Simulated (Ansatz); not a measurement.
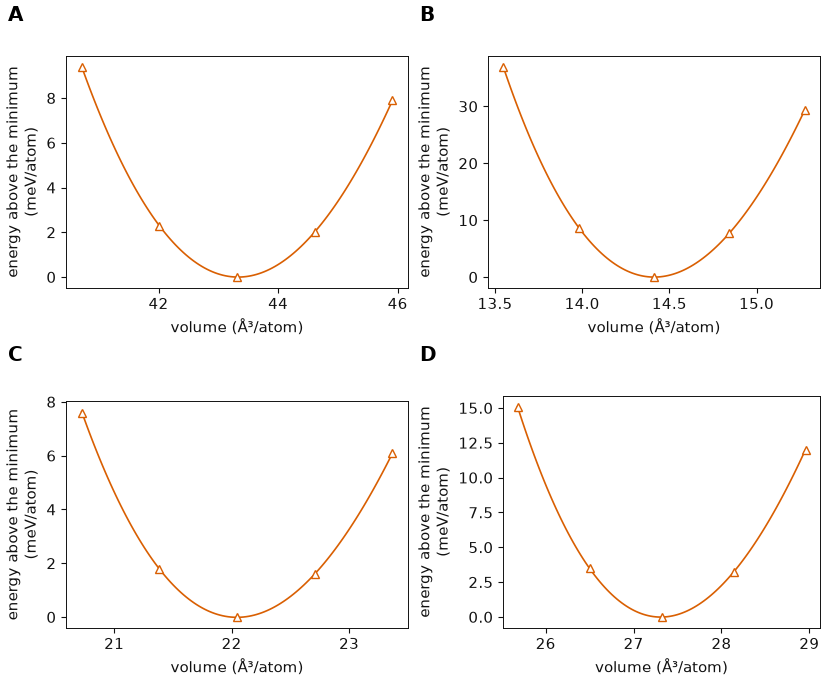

Each panel shows the energy above the minimum against volume for one of these solids: AlPt, Pm-3m (No. 221); Ca, I4/mmm (No. 139); CuI, F-43m (No. 216); NaCl, Fm-3m (No. 225).

How it was computed, with Ansatz 0.2.0: third-order Birch-Murnaghan fit to density functional energies at scaled volumes of the given relaxed cell, shape and atoms relaxed at each volume; energies count from the fitted minimum; plane waves with PAW datasets, Γ-centred k mesh. Level: r2SCAN, no spin polarisation.

Q: Which panel belongs to which solid?

A: A is Ca (energy above the minimum from 0.0 meV/atom to 9.4 meV/atom, V0 43.33 Å³/atom, B0 17.7 GPa); B is AlPt (energy above the minimum from 0.0 meV/atom to 37.0 meV/atom, V0 14.41 Å³/atom, B0 203 GPa); C is NaCl (energy above the minimum from 0.0 meV/atom to 7.6 meV/atom, V0 22.05 Å³/atom, B0 27.5 GPa); D is CuI (energy above the minimum from 0.0 meV/atom to 15.1 meV/atom, V0 27.31 Å³/atom, B0 43.8 GPa).
